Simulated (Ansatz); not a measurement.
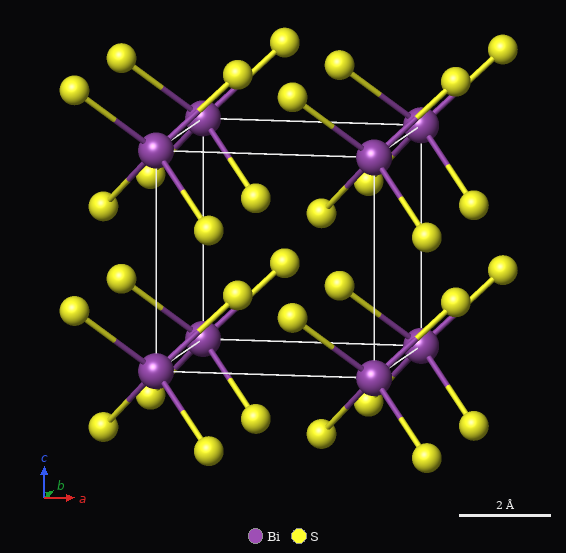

An orthographic ball-and-stick view of the structure, slightly off an axis. The conventional unit cell is outlined; an atom on or near a face, edge or corner is repeated at each equivalent position. Finite groups of bonded atoms are drawn whole. Cell: a = 4.91 Å, b = 4.91 Å, c = 4.91 Å, α = 90.00°, β = 90.00°, γ = 90.00°.

The initial geometry was a structure type filled with these elements by a generator (whether the compound takes this form wasn't checked). Earlier steps of the study may have refined or changed the cell and positions. Ansatz was used for an electronic-structure calculation on it.

Question: Give a description of the structure.

Answer: The formula is BiS4. Its lattice is primitive cubic, its space group P-43m (No. 215). The cell comprises 1 formula unit: 1 Bi, 4 S. The neighbours of Bi are four S in a tetrahedral arrangement at about 2.6 Å. About every S there is one Bi at about 2.6 Å. The bonds build separate BiS4 groups.

Level of theory: DFT PBE, scalar-relativistic, plane waves, PAW in Ansatz 0.2.0. Settings were a kinetic-energy cutoff of 420 eV, an 8×8×8 k-point grid, Gaussian smearing of 0.1 eV, no spin polarisation.

Question: Is it conducting or gapped at this level?

Answer: A metal: bands cross the Fermi level.

Question: What are the atomic charges by Bader's partition?

Answer: Bi +1.10 e; S -0.28 e.

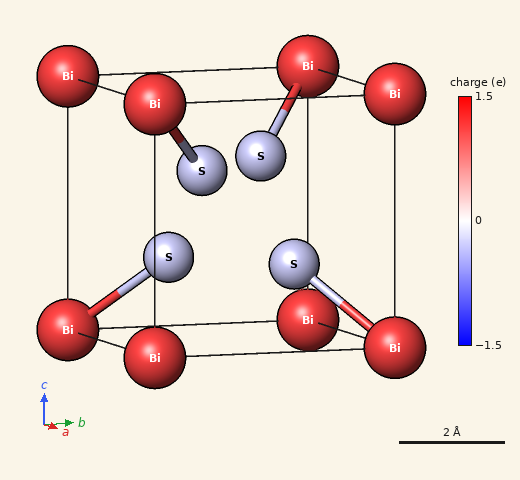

The atoms coloured by those charges. The run's cell of 5 atoms is drawn.

Question: Is the structure in equilibrium?

Answer: Yes. The largest force is 0.01 eV/Å. The pressure is 0.0 GPa, close to zero.
